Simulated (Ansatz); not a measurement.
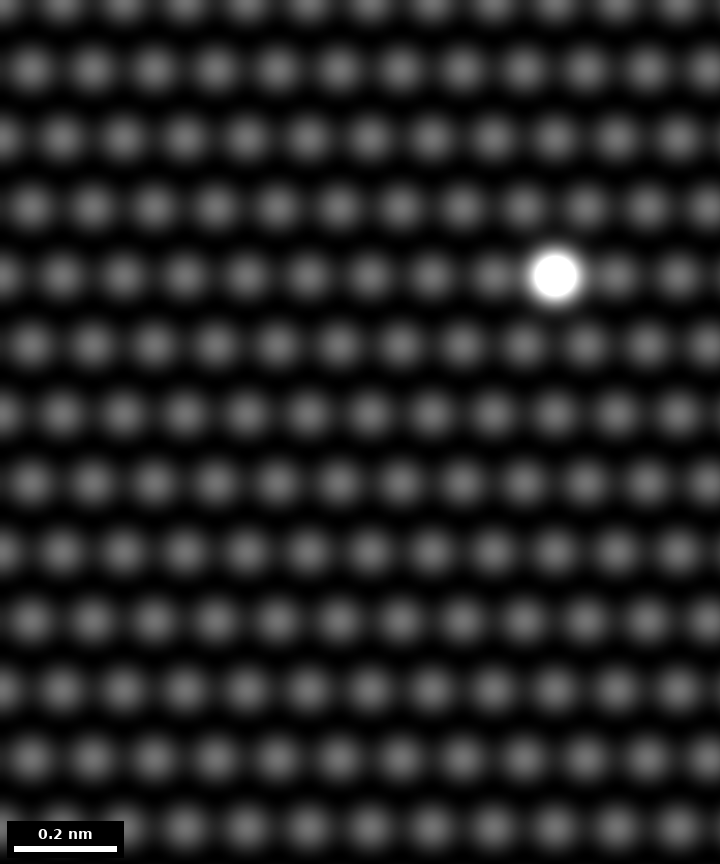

Dark-field STEM-like image of Ti (Fd-3m, No. 227) along [210]. Simulated incoherent Z contrast: every atom adds Z^1.8 spread by a probe of 0.84 Å full width; channelling and multiple scattering are left out.

The sample is 3 repeats (36.0 Å) thick. One point defect was put into the perfect crystal, without relaxing the atoms around it. Brightness is counted from the darkest point of the image. Host structure: a calculation's starting geometry; the starting structure was generated, so it need not be a known form of this composition.

Where is the defect (in Å from the left and the top edge), and what does its contrast suggest?

Answer. At about 11 Å from the left and 5 Å from the top. The column is brighter, which points to a heavier atom. The column holds 3 atoms (Ti) through the sample, and one Ti atom is replaced by Hf, so its peak rises to about 420 % of that of its equals.
